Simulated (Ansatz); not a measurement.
# Calculations on Ca

Part 1: Relaxation

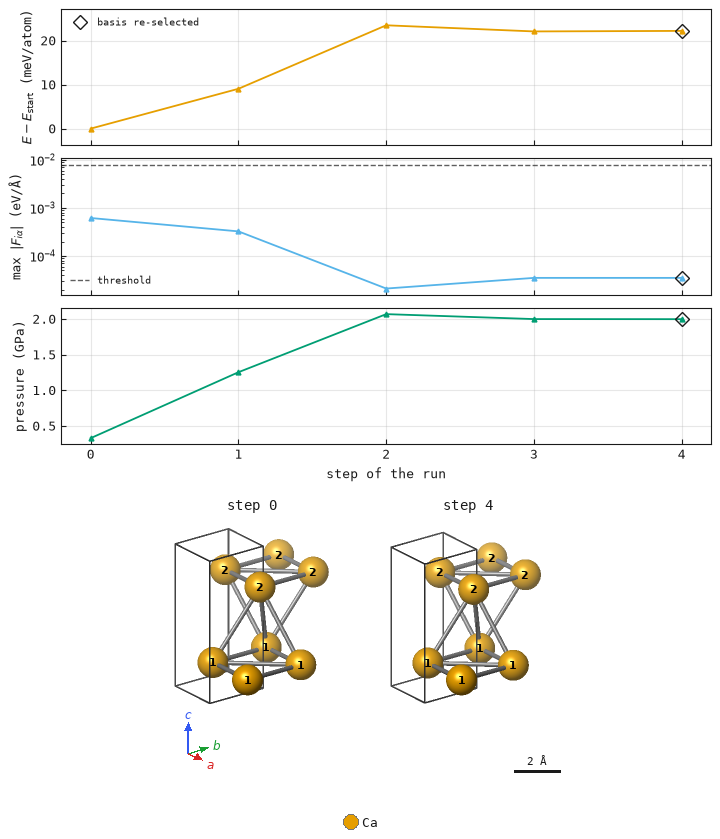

First and last geometry of a relaxation of solid Ca (set up in Cmcm), with the history of the run. The picture is a ball-and-stick view of the cell of the calculation, repeated 2 × 2 × 1 with one cell outlined, seen slightly off an axis.

Case: relaxed at 2 GPa.

Level of theory: DFT PBE, scalar-relativistic, plane waves, PAW (Ansatz). Set-up: plane-wave cutoff 420 eV; k-point mesh 12 × 12 × 8; occupations gaussian; smearing width 0.1 eV; target pressure 2 GPa; no spin polarisation; cell and atoms relaxed; force threshold 0.008 eV/Å; at most 50 steps.

Question: What do the curves and the structures tell?

Answer: It converged. No atom moves by more than 0.005 Å relative to the cell. The drawn cell changes as follows: a = b 3.881 → 3.774 Å (−2.8 %), c 6.379 → 6.229 Å (−2.3 %); the volume changes by −7.7 %. Some distances before and after: Ca1–Ca1 3.881 → 3.774 Å, Ca1–Ca2 3.897 → 3.801 Å. The space group stays P6_3/mmc (No. 194). After 3 accepted moves (4 points after the start) the energy has risen by 22.2 meV per atom. With the target pressure of 2 GPa, the enthalpy E + pV changes by −17.6 meV per atom. The largest force component goes from 0.00062 to under 0.0001 eV/Å. The pressure goes from 0.33 to 2.00 GPa. At 1 point the geometry stayed and the basis and grid were re-selected for the new cell (energy shift of 0.1 meV per atom at most each time).

```json
{"step": "0", "E − E(0), meV/atom": "0.00", "largest force component, eV/Å": "0.0006", "pressure, GPa": "0.33", "volume, Å³/atom": "41.603", "note": ""}
{"step": "1", "E − E(0), meV/atom": "9.05", "largest force component, eV/Å": "0.0003", "pressure, GPa": "1.25", "volume, Å³/atom": "39.717", "note": ""}
{"step": "2", "E − E(0), meV/atom": "23.47", "largest force component, eV/Å": "0.0000", "pressure, GPa": "2.07", "volume, Å³/atom": "38.308", "note": ""}
{"step": "3", "E − E(0), meV/atom": "22.08", "largest force component, eV/Å": "0.0000", "pressure, GPa": "2.00", "volume, Å³/atom": "38.418", "note": ""}
{"step": "4", "E − E(0), meV/atom": "22.20", "largest force component, eV/Å": "0.0000", "pressure, GPa": "2.00", "volume, Å³/atom": "38.418", "note": "same geometry, new basis"}
```

Part 2: Relaxation

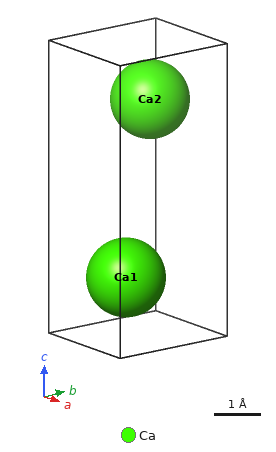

Starting structure of a crystal of Ca (set up in Cmcm). A spheres-only model of the cell of the calculation, seen slightly off an axis.

The calculation used DFT PBE, scalar-relativistic, plane waves, PAW (Ansatz 0.2.0).

Input
```yaml
crystal:
  lattice:
    - [1.971275995, -3.39549018, 0.0]
    - [1.971275995, 3.39549018, 0.0]
    - [0.0, 0.0, 6.50911174]
  atoms:
    - { symbol: Ca, position: [0.8355866, 0.1644134, 0.25] }
    - { symbol: Ca, position: [0.1644134, 0.8355866, 0.75] }
basis:
  ecutwfc: 420
kpoints:
  mp_grid: { grid: [12, 12, 8] }
hamiltonian:
  xc: pbe
scf:
  occupations: { method: gaussian, width: 0.1 }
output:
  forces: true
  stress: true
  eigenvalues: true
relax:
  adjacent_minimum: "off"
  f_tol: 0.005
  max_steps: 80
  cell: { stress_tol: 0.05 }
```

Run as
```bash
ansatz run input.yaml --threads 1 --pin off --max-ram 1331MiB --backend cpu --events-out ev --progress --plain --runs-dir out
```

Where does the relaxation end?

Answer. The largest moves relative to the cell, 0.014 Å, are those of Ca1 and Ca2. Ca1 goes along [−1 1 0]. The volume changes by −2.6 %, with a = b 3.926 → 3.906 Å (−0.5 %), c 6.509 → 6.420 Å (−1.4 %), γ 119.7° → 120.0°. Near-neighbour distances that change, for instance: Ca1–Ca2 3.979 → 3.923 Å, Ca1–Ca1 3.943 → 3.906 Å, Ca1–Ca2 (another image) 3.947 → 3.922 Å. The space group (tolerance 0.01 Å) goes from Cmcm (No. 63) to P6_3/mmc (No. 194). The energy falls by 2.2 meV per atom in 2 accepted moves (3 points after the start). Largest force component: 0.016 eV/Å at the start, 0.00061 eV/Å at the end. Pressure: −0.47 GPa at the start and −0.02 GPa at the end. The SCF was repeated once at an unchanged geometry on a basis and grid sized afresh for the cell, which shifted the energy by less than 0.05 meV per atom at most. The run took of the order of 24 core-seconds on a shared host.

After the run, drawn alike:

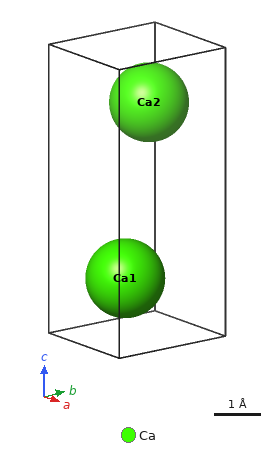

Part 3: Series

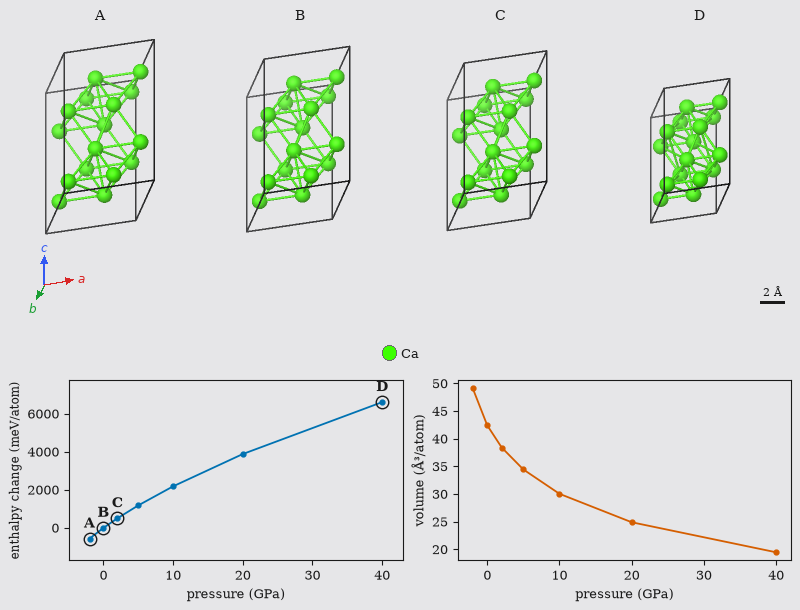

Members of a series of calculations on a crystal of Ca (set up in Cmcm), marked on the first curve. A ball-and-stick model of the cell of the calculation, reduced to other axes, repeated to show the pattern, seen from a free direction. Lengths and directions refer to the drawn axes.

These are results of Ansatz 0.2.0, DFT PBE, scalar-relativistic, plane waves, PAW, not measurements. Settings: plane-wave cutoff 420 eV; occupations gaussian; smearing width 0.1 eV; no spin polarisation. The k-mesh is chosen for each cell (12×12×8, 15×15×8).

Describe the series.

The structure is relaxed at several pressures. A (pressure −2.0 GPa): enthalpy change −566 meV/atom, volume 49.09 Å³ per atom. B (pressure 0.0 GPa): enthalpy change 0.0 meV/atom, volume 42.42 Å³ per atom. C (pressure 2.0 GPa): enthalpy change 502 meV/atom, volume 38.42 Å³ per atom. D (pressure 40.0 GPa): enthalpy change 6611 meV/atom, volume 19.47 Å³ per atom. The rest compares A with D. Cell: a 8.217 → 5.983 Å (−27.2 %), b 8.217 → 5.984 Å (−27.2 %), c 13.432 → 10.049 Å (−25.2 %). Volume −60.3 %. Some distances before and after: Ca–Ca 5.812 → 4.271 Å, Ca–Ca 4.110 → 2.992 to 3.049 Å.
